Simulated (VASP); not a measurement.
```xyz
4
Lattice="2.6883 0.0000 2.6883 -2.7426 0.0000 2.7426 0.0000 -5.4309 0.0000" Properties=species:S:1:pos:R:3 pbc="T T T"
Si    0.6585   -4.7521    2.0298
Si   -2.0570   -2.0366    2.0570
Si   -0.6857   -3.3943    0.6857
Si   -0.7128   -0.6789    3.4011
```

Space group Imma; changed on purpose from its base cell (strain -0.0200 x Voigt [0, 0, 0, 0, 1, 0], atoms carried along).

These are results of Kohn-Sham DFT of a periodic cell, LDA, VASP PAW LDA potentials, recommended in VASP 6.6.1, not measurements.

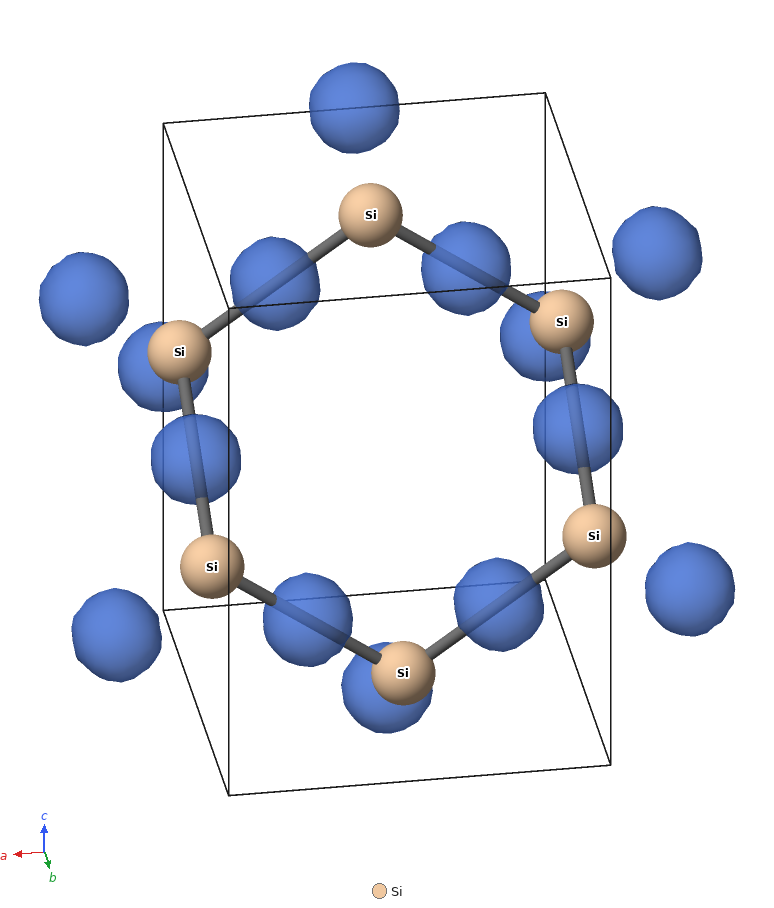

Si. Isosurface of the ELF at 0.9 (blue), seen at an oblique angle. Core shells and regions of very low density are left out. Sticks mark near contacts.

Core electrons are frozen (PAW), and the valence fields are smoothed inside the atomic spheres.

**Describe the localisation domains.**

The ELF exceeds this value in eight regions between bonded Si–Si atoms (shared pairs), counted in one cell of 4 atoms. Any copies at cell faces, edges or corners count once. Along the contacts the grid gives the following. Si–Si (2.34 Å): the ELF peaks at about 0.95 between the atoms; a shared electron pair.

**Does the calculation give a band gap?**

It is gapped, with a Kohn–Sham gap of 0.44 eV on the k-point mesh, an upper bound to the gap of this method.
